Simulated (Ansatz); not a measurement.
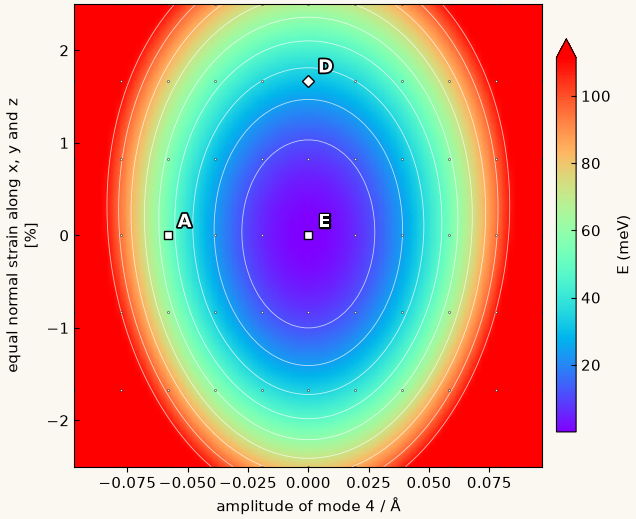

AlN (F-43m, No. 216; 2 atoms in the cell). The energy is mapped over a normal mode and a strain (zone-centre modes of the 2-atom cell of this scan). First axis: amplitude of mode 4 (635 cm⁻¹), largest displacement in the unstrained cell. Second axis: equal normal strain along x, y and z. Nothing is relaxed (the pattern is fixed in fractional coordinates). The grid has 11 × 7 points; 42 points were computed and 35 follow by symmetry. Points are written as (first, second). Energies: meV per cell, counted from the lowest grid point. Method: DFT PBE, scalar-relativistic, plane waves, PAW (Ansatz). Settings: cutoff 520 eV, k-mesh 10×10×10, gaussian smearing 0.05 eV, no spin polarisation.

The picture shows a smooth colour map with a few white contour lines, dots at the grid points, one colour for all values above the top of the scale, lettered points. Between grid points the surface is interpolated.

Q: Is A the lowest point of the computed grid?

A: No. A lies 53 meV above the lowest grid point, which is at (0.000 Å, 0.00 %).

Q: What kind of point is each of A, D, E: minimum, saddle, maximum or slope?

A: A: on a slope; D: on a slope; E: minimum. (In these two coordinates alone; a stationary point may lie a little off the grid point.)

Q: Rank the lettered points by energy, lowest first.

A: E (0 meV), D (31 meV), A (53 meV).

PAW datasets: the set soft_1.
